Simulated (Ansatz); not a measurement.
**Sn7O16 (cell with a defect): density, localisation and related maps**

Input file:

```
crystal:
  lattice:
    - [-4.8271899931, 4.8271899931, 0.0]
    - [-4.8271899931, -4.8271899931, 0.0]
    - [4.8271899931, 0.0, 6.4763047095]
  atoms:
    - { symbol: Sn, position: [0.875, 0.375, 0.75] }
    - { symbol: Sn, position: [0.125, 0.625, 0.25] }
    - { symbol: Sn, position: [0.375, 0.875, 0.75] }
    - { symbol: Sn, position: [0.5, 0.5, 0.0] }
    - { symbol: Sn, position: [0.75, 0.75, 0.5] }
    - { symbol: Sn, position: [0.0, 1.0, 0.0] }
    - { symbol: Sn, position: [0.25, 0.25, 0.5] }
    - { symbol: O, position: [0.9329390188, 0.1167362683, 0.2511040536], spin: 0.333 }
    - { symbol: O, position: [0.1815765205, 0.375, 0.75] }
    - { symbol: O, position: [0.4315765205, 0.625, 0.25] }
    - { symbol: O, position: [0.6815765205, 0.875, 0.75] }
    - { symbol: O, position: [0.312982679, 0.1326069527, 0.2546372202], spin: 0.333 }
    - { symbol: O, position: [0.5684234795, 0.375, 0.75] }
    - { symbol: O, position: [0.8184234795, 0.625, 0.25] }
    - { symbol: O, position: [0.0684234795, 0.875, 0.75] }
    - { symbol: O, position: [0.501411464, 0.1959770551, 0.0030284261], spin: 0.333 }
    - { symbol: O, position: [0.7514051562, 0.4453237872, 0.5030340056], spin: 0.333 }
    - { symbol: O, position: [0.0, 0.6934234795, 0.0] }
    - { symbol: O, position: [0.25, 0.9434234795, 0.5] }
    - { symbol: O, position: [0.4973008685, 0.8009012835, -0.0009075779], spin: 0.333 }
    - { symbol: O, position: [0.7494519735, 0.064386349, 0.4985092466], spin: 0.333 }
    - { symbol: O, position: [0.0, 0.3065765205, 0.0] }
    - { symbol: O, position: [0.25, 0.5565765205, 0.5] }
  host:
    lattice:
      - [4.8271899931, 0.0, 0.0]
      - [0.0, 4.8271899931, 0.0]
      - [0.0, 0.0, 3.2381523548]
    atoms:
      - { symbol: Sn, position: [0.5, 0.5, 0.5] }
      - { symbol: Sn, position: [0.0, 0.0, 0.0] }
      - { symbol: O, position: [0.1934234795, 0.8065765205, 0.5] }
      - { symbol: O, position: [0.8065765205, 0.1934234795, 0.5] }
      - { symbol: O, position: [0.3065765205, 0.3065765205, 0.0] }
      - { symbol: O, position: [0.6934234795, 0.6934234795, 0.0] }
basis:
  ecutwfc: 420
  xc_grid: 2
kpoints:
  mp_grid: { grid: [3, 3, 3], shift: [0.0, 0.0, 0.0] }
hamiltonian:
  xc: pbe
scf:
  occupations: { method: gaussian, width: 0.02 }
  lower_state_search: "off"
output:
  forces: true
  stress: false
  eigenvalues: true
  populations: true
  charged_corrections:
    defect_position: [0.625, 0.125, 0.25]
    epsilon: [[14.0244, 0.0, 0.0], [0.0, 14.0244, 0.0], [0.0, 0.0, 10.8933]]
  write_density: true
  write_potential: true
  elf: true
  volumetric_format: npy
magnetization:
  spin_polarized: true
relax:
  adjacent_minimum: "off"
  f_tol: 0.03
  max_steps: 40
```

Run with:

```sh
ansatz run input.yaml --threads 8 --pin off --max-ram 16384MiB --backend cpu --events-out ev --progress --plain --runs-dir out
```

The fields are those of the relaxed geometry.

Spin-polarised.

All numbers below come from DFT PBE, scalar-relativistic, plane waves, PAW in Ansatz 0.2.0.

The density is the valence pseudo-density of a PAW calculation; it isn't the true density close to the nuclei.

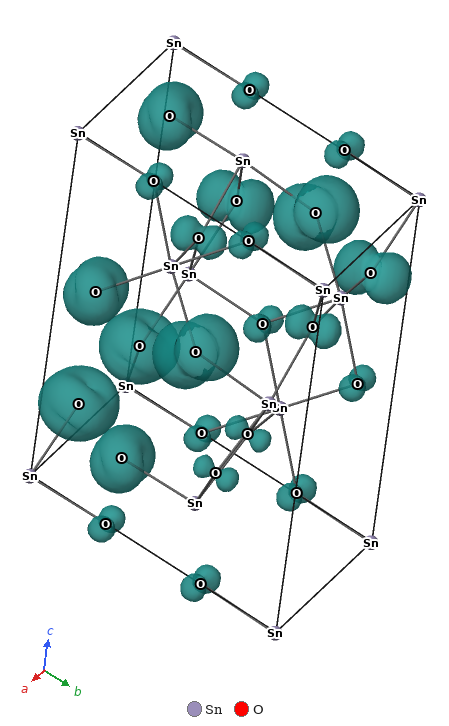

Figure 1. Isosurface of the spin density at +0.03 e/Å³ (teal), seen slightly off an axis. Sticks mark near contacts.

Which atoms carry the moments, and with what signs?

The spin density sits on O: +0.6 μB (×4) in one cell of 23 atoms: parallel main moments (a ferromagnetic arrangement) in this solution. The cell of the calculation (23 atoms) carries 4.0 μB of net spin moment.

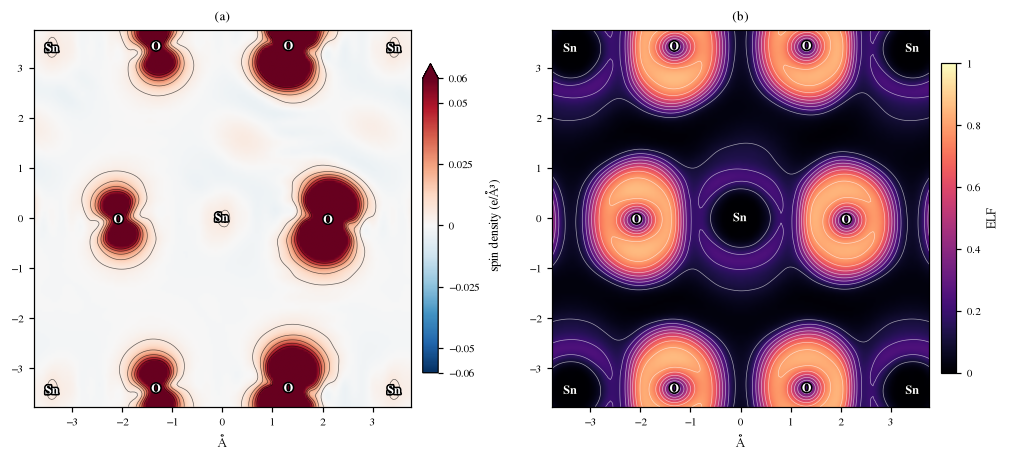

Figure 2. (a) spin density (up minus down); (b) electron localisation function on the (001) plane of the calculation cell.

Describe what can be read from this map.

Atoms in the plane: Sn and O. Sn–O (2.07 Å): the ELF peaks at about 0.85 in the valence shell of O, 0.6 Å from its nucleus, and is about 0.25 at the midpoint: no localised pair shows between them. Sn–O (2.12 Å): the ELF peaks at about 0.85 in the valence shell of O, 0.6 Å from its nucleus, and is about 0.20 at the midpoint (no shared electron pair shows on this line). The ELF also peaks beside O, away from the bonds: non-bonding electrons, paired or unpaired.

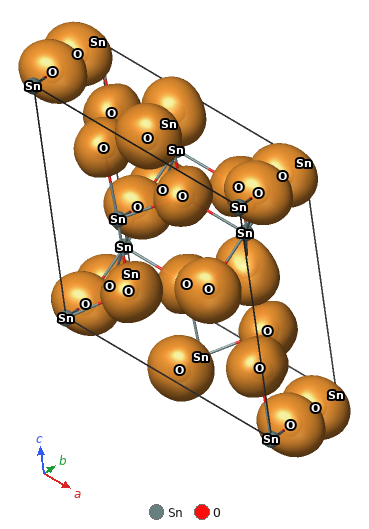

Figure 3. Isosurface of the electron localisation function at 0.65 (orange), seen slightly off an axis. Only the valence region is drawn (cores and ρ < 0.01 e/Å³ removed). Sticks mark near contacts.

Identify the bonds, lone pairs and shells in this picture.

The ELF exceeds this value in 16 regions wrapped around O (the valence shell of each), counted in one cell of 23 atoms. Any copies at cell faces, edges or corners count once. Along the contacts the grid gives the following. Sn–O (2.01 Å): the ELF peaks at about 0.80 in the valence shell of O, 0.6 Å from its nucleus, and is about 0.25 at the midpoint; no shared electron pair shows on this line. Sn–O (2.05 Å): the ELF peaks at about 0.80 in the valence shell of O, 0.6 Å from its nucleus, and is about 0.25 at the midpoint; no localised pair shows between them.

Does the calculation give a band gap?

It is gapless in this calculation (a metal or semimetal).
